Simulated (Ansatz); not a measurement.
SiC and related structures: several calculations on one system

### Relaxation

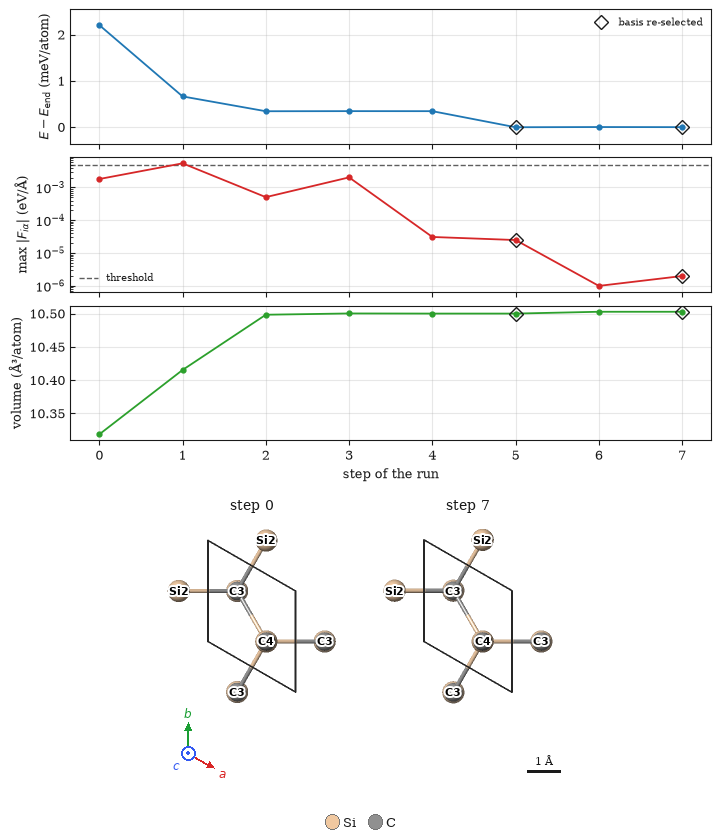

First and last geometry of a relaxation of crystalline SiC (set up in P6_3mc), with the history of the run. A ball-and-stick model of the cell of the calculation, seen along the c axis.

Level of theory: DFT PBE, scalar-relativistic, plane waves, PAW in Ansatz.

Input
```yaml
crystal:
  lattice:
    - [3.0735139282, 0.0, 0.0]
    - [-1.5367569641, 2.6617411407, 0.0]
    - [0.0, 0.0, 5.04524771]
  atoms:
    - { symbol: Si, position: [0.33333333, 0.66666667, 0.4996024] }
    - { symbol: Si, position: [0.66666667, 0.33333333, 0.9996024] }
    - { symbol: C, position: [0.33333333, 0.66666667, 0.8753976] }
    - { symbol: C, position: [0.66666667, 0.33333333, 0.3753976] }
basis:
  ecutwfc: 420
kpoints:
  mp_grid: { grid: [12, 12, 6] }
hamiltonian:
  xc: pbe
scf:
  occupations: { method: gaussian, width: 0.02 }
output:
  forces: true
  stress: true
  eigenvalues: true
relax:
  adjacent_minimum: "off"
  f_tol: 0.005
  max_steps: 80
  cell: { stress_tol: 0.05 }
```

Launched with:
```bash
ansatz run input.yaml --threads 4 --pin off --max-ram 10240MiB --backend cpu --events-out ev --progress --plain --runs-dir out
```

**Did the run converge, and what did it change?**

It converged. The atoms keep their places relative to the cell (all moves are under 0.005 Å). The volume changes by +1.8 %, with a = b 3.074 → 3.092 Å (+0.6 %), c 5.045 → 5.074 Å (+0.6 %). Some distances before and after: Si1–C4 1.882 → 1.893 Å, Si1–C3 1.896 → 1.907 Å. The space group stays P6_3mc (No. 186). The energy falls by 2.2 meV per atom in 5 accepted moves (7 points after the start). The largest force component goes from 0.0018 to under 0.0001 eV/Å. Pressure: 3.91 GPa at the start and 0.00 GPa at the end. The SCF was repeated twice at an unchanged geometry on a basis and grid sized afresh for the cell, which shifted the energy by 0.3 meV per atom at most.

### Relaxation

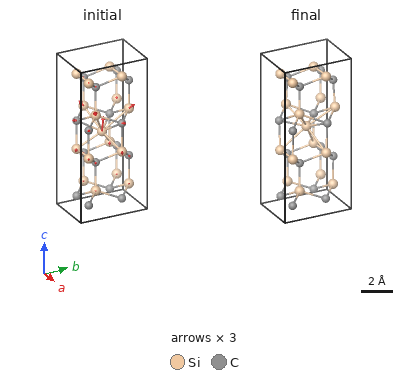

The structure of a defect cell of composition Si17C16 before (left) and after (right) a relaxation, at one scale. The red arrows give the displacements, 3 times their true length.

The picture is a ball-and-stick view of the cell of the calculation (origin shifted), seen slightly off an axis.

Case: Si interstitial, charge +0, atoms relaxed. The atoms of the start lie slightly off their symmetric places, so part of the fall in energy undoes that.

Computed with DFT PBE, scalar-relativistic, plane waves, PAW (Ansatz). Settings: plane-wave cutoff 420 eV; k-point mesh 2 × 2 × 2; occupations gaussian; smearing width 0.02 eV; no spin polarisation; atoms relaxed in a fixed cell; force threshold 0.02 eV/Å; at most 60 steps.

Summarise the run.

Answer. Over 10 geometry steps the energy falls by 2.358 eV per cell of the calculation. Largest force component: 5.5 eV/Å at the start, 0.009 eV/Å at the end. The largest move is that of a Si atom, 0.35 Å roughly along +c. Largest moves by element: Si 0.35 Å, C 0.11 Å. The cell doesn't change. Some distances before and after: C–Si 2.469 → 2.821 Å, C–Si 2.462 → 2.766 Å, Si–Si 2.051 → 2.352 Å, C–Si 2.520 → 2.820 Å. Bond angles that change, for instance: C–Si–Si 129.2° → 117.0°, C–Si–Si 128.1° → 117.0°, C–Si–Si 168.1° → 158.2°.

Limits of the set-up: the k-point mesh is coarse for a cell with partly filled bands; the periodic images lie only 6.2 Å apart, so the values are limited by the cell's size.

### Path

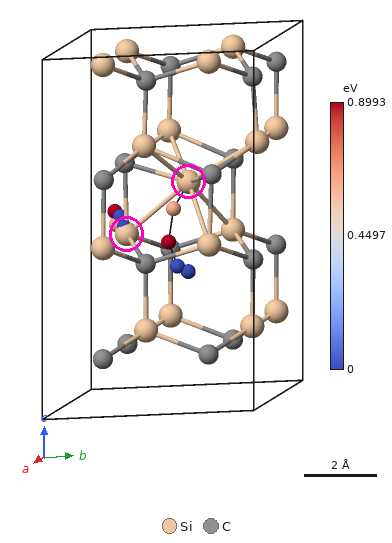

NEB run on a defect cell of composition Si17C16 (33 atoms in the cell). Images are numbered from 0 (start) to 4 (end). The start is drawn whole; smaller spheres mark the moving atoms (Si) in the later images, joined by lines and coloured by the energy of the image relative to the start. The picture is a ball-and-stick view of the simulation cell (origin moved), seen slightly off an axis. The atoms that move most are ringed. Bonds to atoms that aren't drawn are left out.

All numbers below come from DFT PBE, scalar-relativistic, plane waves, PAW in Ansatz. Set-up: plane-wave cutoff 420 eV; k-point mesh 2 × 2 × 2; Gaussian smearing 0.02 eV; 3 movable images; climbing image.

> What moves, how far, and at what cost in energy?

A Si atom travels furthest, 2.54 Å from end to end, along −c, on a path that bends up to 0.56 Å away from the straight line. At the highest image its nearest neighbour (C) is 1.75 Å away, against 1.90 Å at the start, and the surrounding atoms stand up to 0.96 Å off the mean of their end positions. Breaking: 3 Si–Si (2.19–2.29 → 4.03–4.06 Å). Forming: 3 Si–Si (4.38–4.41 → 2.35–2.38 Å). The two ends have the same energy, and the highest point, image 2, lies 0.90 eV above the start. The band converged in 30 iterations. The largest component of the band force went from 12 to 0.047 eV/Å. The climbing image converged on the top of the path. Its curvatures weren't checked.

Limits of the set-up: the periodic images lie only 6.2 Å apart, so the values are limited by the cell's size.

Cost: 7.6 min on 4 threads of Arm Neoverse V1 (shared host), peak memory 1.7 GiB.
